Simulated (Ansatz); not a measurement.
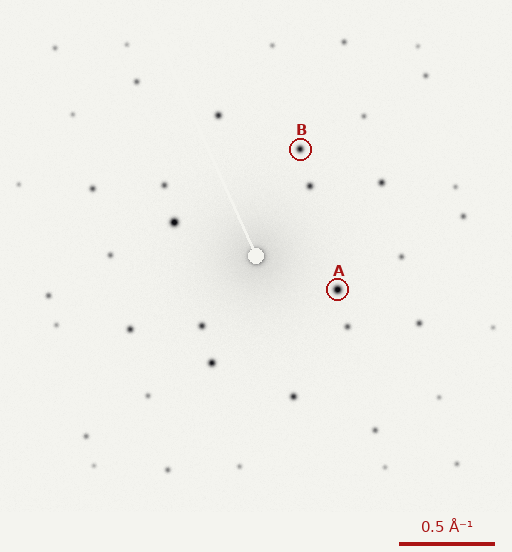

The pattern is a kinematic simulation for 200 kV electrons (no multiple scattering; isotropic B = 0.5 Å²). Two individuals of a reflection twin are superposed (a geometric construction: whether this twin forms is not tested; the second individual is smaller and so fainter). Crystal: Si, space group Fmmm (No. 69), a = 3.28 Å, b = 4.14 Å, c = 4.29 Å, zone axis [010]. Structure: the geometry relaxed with DFT PBE, scalar-relativistic, plane waves, PAW (Ansatz); the starting structure was generated, so it need not be a known form of this composition.

In the first individual spot A is 0 0 -2 and spot B is -2 0 0.

Question: On which plane is the crystal twinned?

Answer: (10-1). The spot positions of the combined pattern are mirror-symmetric about the row through 2 0 -2 (d = 1.303 Å), which both individuals share, while a single individual has only symmetry 2mm without that mirror line. Friedel's law adds the mirror line at right angles, so a twin on (7 0 12) would give the same picture; the more widely spaced plane was used.

Question: Which other reflections coincide?

Answer: Within the frame only the reflections of the common row coincide.
